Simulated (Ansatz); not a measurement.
## Electronic structure of Si₅₃Pd (cell charge +2, with a compensating background) (cell with a defect) in real space

Si₅₃Pd (cell charge +2, with a compensating background) (cell with a defect), 54 atoms, a = 11.60 Å, b = 11.60 Å, c = 11.60 Å, α = 60.00°, β = 60.00°, γ = 60.00°.

Theory: Ansatz, DFT PBE, scalar-relativistic, plane waves, PAW.

In a PAW calculation such maps are meaningful between the atoms, not at the nuclei.

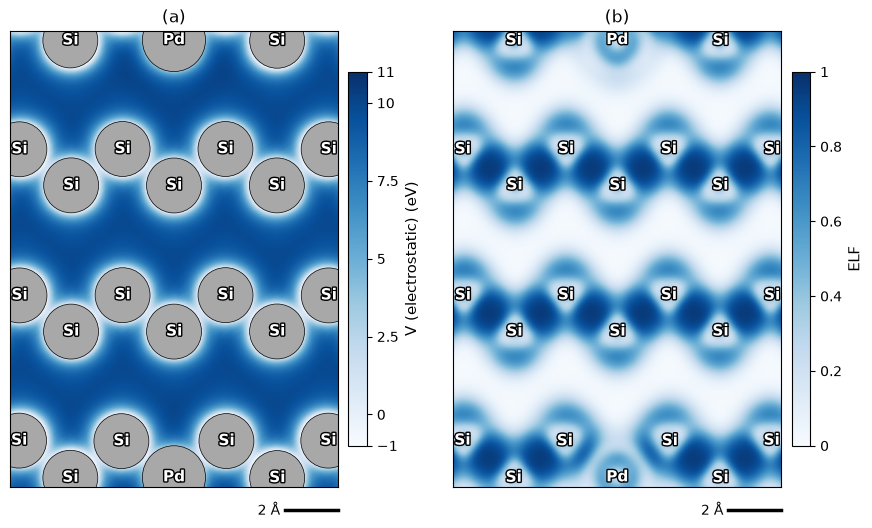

Figure 1. (a) electrostatic potential (local pseudopotential plus Hartree) felt by an electron; (b) ELF on the (101̄) plane of the calculation cell. Grey discs cover the atomic cores in the potential map.

Read the bonding off the picture.

Answer. The plane passes through Pd and Si nuclei.
Si–Si (2.36 Å): the ELF peaks at about 0.95 between the atoms.
Si–Pd (2.39 Å): the ELF peaks at about 0.80 in the valence shell of Si, 0.8 Å from its nucleus, and is about 0.50 at the midpoint.
The features right at Pd lie inside the PAW spheres, where the map follows smoothed inner orbitals and isn't to be read closely.
Outside the cores the potential energy rises away from the atoms and is highest about 2.2 Å from the nearest atoms; its zero is arbitrary.

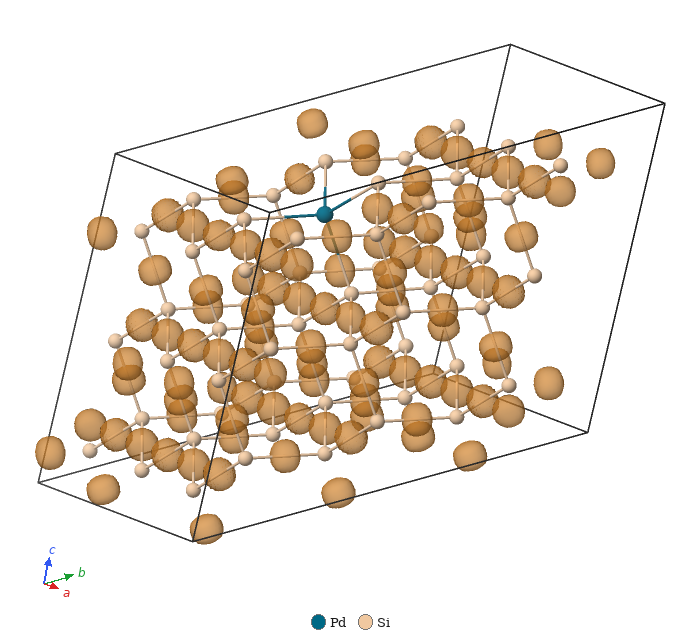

Figure 2. Isosurface of the electron localisation function at 0.9 (orange), seen slightly off an axis. Core shells and regions of very low density are left out. Sticks mark near contacts.

What do the ELF domains correspond to?

Answer. The ELF exceeds this value in 104 regions between bonded Si–Si atoms, counted in one cell of 54 atoms. Any copies at cell faces, edges or corners count once.

Metal or insulator at this level of theory?

Answer. It is metallic or semimetallic at this level of theory: no gap opens.
